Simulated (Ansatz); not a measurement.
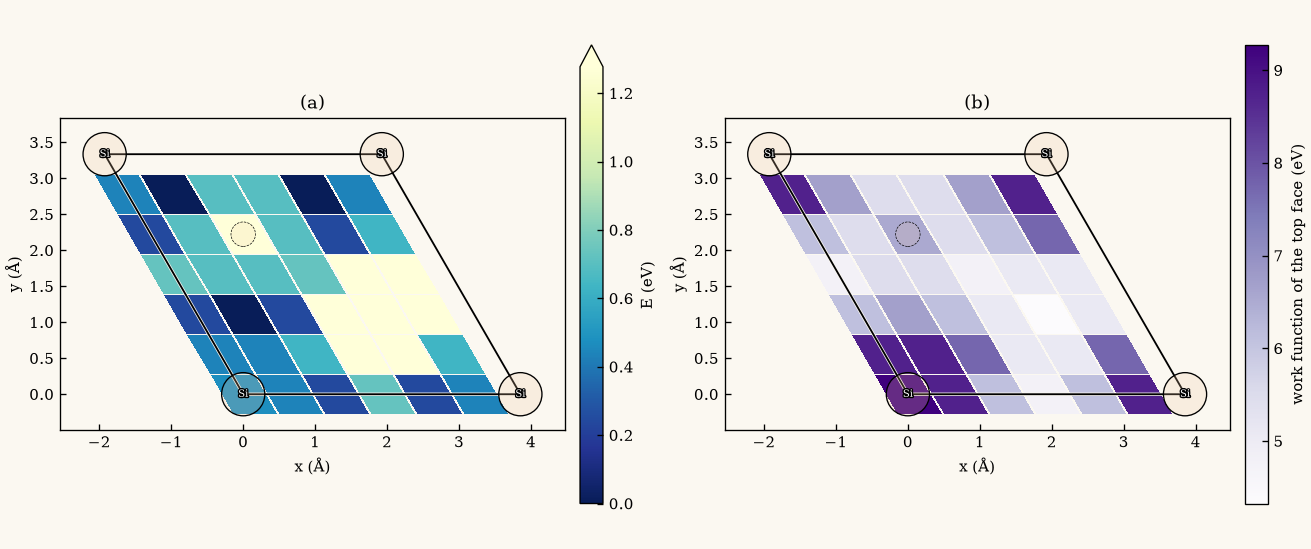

O on a Si(001) slab cut from the P6_3/mmc phase, its upper half relaxed before the scan (6 atoms of substrate and one adsorbate in a 1 × 1 cell). O is moved over the surface cell; relaxed at each place: the height of the adsorbate's atoms; substrate rigid; the origin of the map has the adsorbate above Si6. Places are given modulo a cell vector. The map is drawn in real space over the plane of the surface. Grid: 6 × 6 points; 10 points were computed and 26 follow by symmetry. Energies are in eV, from the lowest grid point. At some places the adsorbate sinks to or below the level of the top layer. The magnetic moment jumps between some neighbouring points. With one adsorbate in each 1 × 1 cell, its nearest image is 3.9 Å away, so neighbouring adsorbates interact. Level of theory: Ansatz 0.2.0, DFT PBE, scalar-relativistic, plane waves, PAW. Settings: cutoff 420 eV, k-mesh 9×9×1, gaussian smearing 0.05 eV, spin-polarised.

Panel (a) is the energy; panel (b) is the computed work function of the top face, in eV.

In the figure: one coloured cell a grid point, labelled circles for the atoms of the top layer and small ones for the second layer, the outline of one cell of the plane, one colour for all values above the top of the scale.

Q: How does the work function of the top face vary over the map, and what is it at the lowest grid point?

A: It runs from 4.33 eV at a place at or below the level of the top layer, (4/6, 2/6) of the cell vectors to 9.27 eV at the top site over a surface Si atom, (0/6, 0/6) of the cell vectors. At the lowest grid point, (1/6, 2/6) of the cell vectors [nearest 1 Si at 1.59 Å], it is 6.69 eV.
